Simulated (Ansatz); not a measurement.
A series of calculations on Sr

### Relaxation

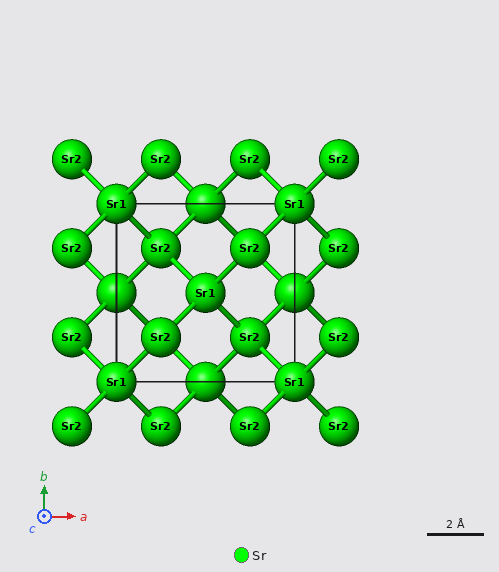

This is the input geometry for a relaxation of crystalline Sr (a generated structure, set up in Fd-3m). The picture is a ball-and-stick view of the conventional cell (4 times the calculation's cell), seen along the c axis. Lengths and directions refer to the drawn axes.

Case: cell and atoms relaxed from a first guess.

The calculation used Ansatz 0.2.0, DFT, PBE, PAW with Ansatz's default frozen-core files, scalar-relativistic.

The input:
```yaml
crystal:
  lattice:
    - [0.0, 3.2195088072, 3.2195088072]
    - [3.2195088072, 0.0, 3.2195088072]
    - [3.2195088072, 3.2195088072, 0.0]
  atoms:
    - { symbol: Sr, position: [0.0, 0.0, 0.0] }
    - { symbol: Sr, position: [0.25, 0.25, 0.25] }
kpoints:
  mp_grid: { grid: [11, 11, 11] }
scf:
  occupations: { method: fermi_dirac, width: 0.08 }
hamiltonian:
  xc: pbe
  pseudopotentials: { kind: paw }
output:
  forces: true
  stress: true
relax:
  f_tol: 0.005
  max_steps: 80
  cell: {}
```

### Predict the outcome.

No atom moves by more than 0.005 Å relative to the cell. The volume changes by +233.3 %, with a = b = c 6.439 → 9.618 Å (+49.4 %). Among the contacts that change: Sr1–Sr2 2.788 → 4.165 Å. The space group stays Fd-3m (No. 227). After 12 accepted moves (14 points after the start) the energy has fallen by 1.971 eV per cell of the calculation. All forces vanish by symmetry, so only the cell relaxes. The pressure goes from 8.47 to 0.01 GPa. At 2 points the geometry stayed and the basis and grid were re-selected for the new cell (energy shift of 0.164 eV per cell of the calculation at most each time).

History of the run:

```tsv
step	E − E(0), meV/atom	pressure, GPa	volume, Å³/atom	note
0	0.00	8.47	33.371	
1	-206.13	5.00	38.493	
2	-357.50	3.87	44.115	
3	-494.92	3.29	50.258	
4	-619.11	2.46	57.126	
5	-711.99	1.70	64.399	
6	-776.50	0.92	72.264	
7	-800.08	-0.06	80.744	
8	-800.18	0.01	80.143	
9	-882.35	1.20	80.143	same geometry, new basis
10	-935.42	0.79	88.749	
11	-971.08	0.38	98.709	
12	-984.64	0.06	109.111	
13	-985.02	0.00	111.224	
14	-985.39	0.01	111.224	same geometry, new basis
```

Final geometry:

```
Sr
1.0
     0.00000    4.80912    4.80912
     4.80912    0.00000    4.80912
     4.80912    4.80912    0.00000
Sr
2
Direct
  0.00000 0.00000 0.00000
  0.25000 0.25000 0.25000
```

After the run, drawn alike:

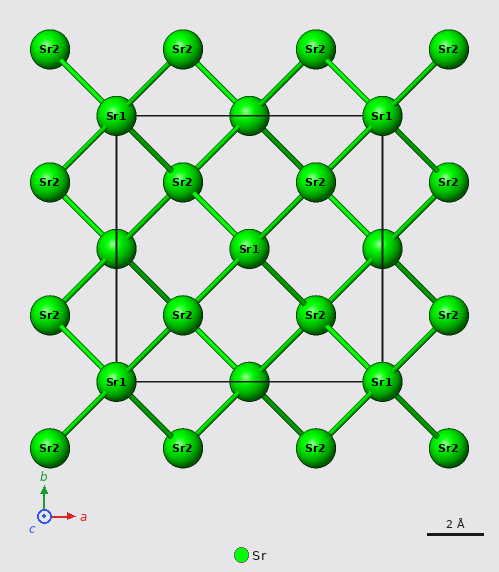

### A change

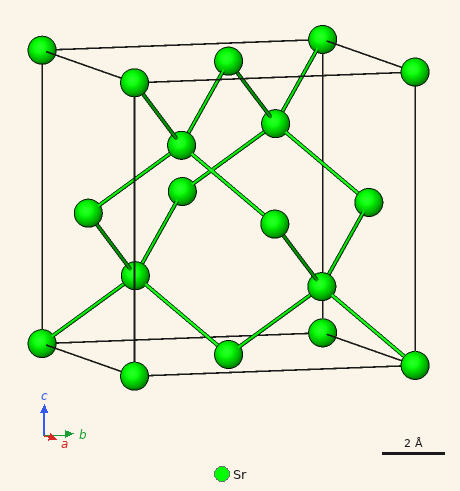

This is a crystal of Sr (a generated structure, set up in Fd-3m). The picture is a ball-and-stick view of the conventional cell (4 times the calculation's cell), seen slightly off an axis. Lengths and directions refer to the drawn axes.

These are results of Ansatz, DFT, PBE, PAW with Ansatz's default frozen-core files, scalar-relativistic, not measurements. Set-up: plane-wave cutoff 420 eV; k-point mesh 11 × 11 × 11; occupations fermi dirac; smearing width 0.08 eV; no spin polarisation.

Change: The cell is strained by −1.5 % along c and +0.8 % across it (volume 0.0 %), the atoms keeping their fractional coordinates. No relaxation follows.

Predict the response.

Answer. The energy changes by less than 1 meV per atom. Pressure: 0.0 GPa before, 0.0 GPa after. All forces vanish by symmetry. The space group (tolerance 0.01 Å) goes from Fd-3m (No. 227) to I4_1/amd (No. 141).

The changed structure in the same view:

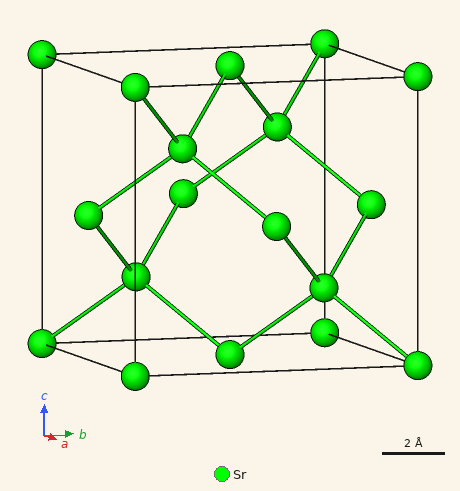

### Distortion

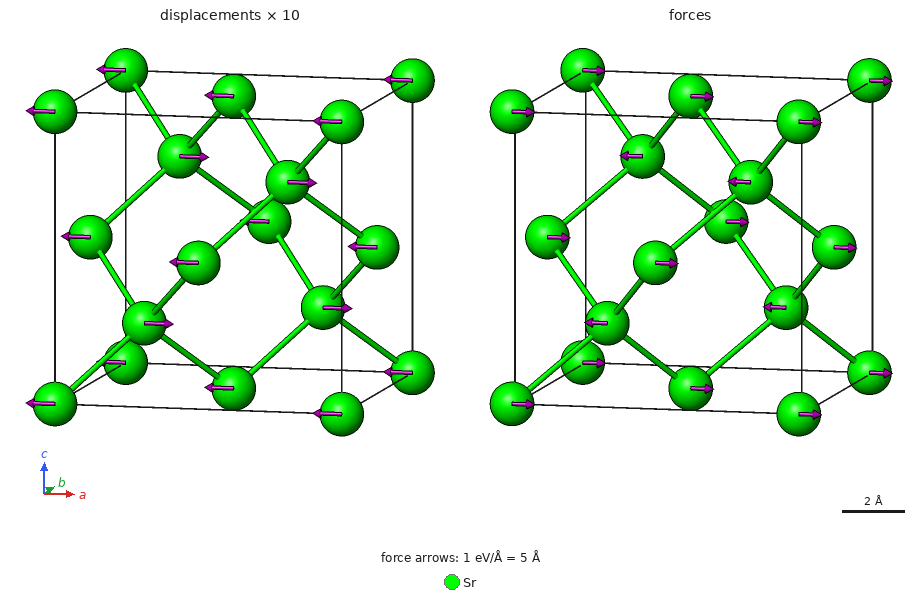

Left: solid Sr (a generated structure, set up in Fd-3m), with purple arrows for the displacements applied to it. Right: the displaced structure with the computed forces. Style: ball-and-stick. Shown: the conventional cell (4 times the calculation's cell), slightly off an axis. Lengths and directions refer to the drawn axes.

The calculation used DFT, PBE, PAW with Ansatz's default frozen-core files, scalar-relativistic in Ansatz. Set-up: plane-wave cutoff 420 eV; k-point mesh 11 × 11 × 11; occupations fermi dirac; smearing width 0.08 eV; no spin polarisation.

**Where do the forces point?**

Atoms are displaced by 0.10 Å. No relaxation follows. Near-neighbour distances before and after: Sr–Sr 4.165 → 4.053 to 4.283 Å. The space group (tolerance 0.01 Å) goes from Fd-3m (No. 227) to Imma (No. 74). It costs 8.2 meV per atom. Pressure: 0.0 GPa before, 0.0 GPa after. The principal stresses (compression positive) are 0.4 GPa along [0 1 −1], −0.4 GPa along [0 1 1], none along the third axis. The largest forces, 0.16 eV/Å, act on 2 Sr atoms of the calculation's cell. The forces point straight back along the displacements (cosine −1.00).
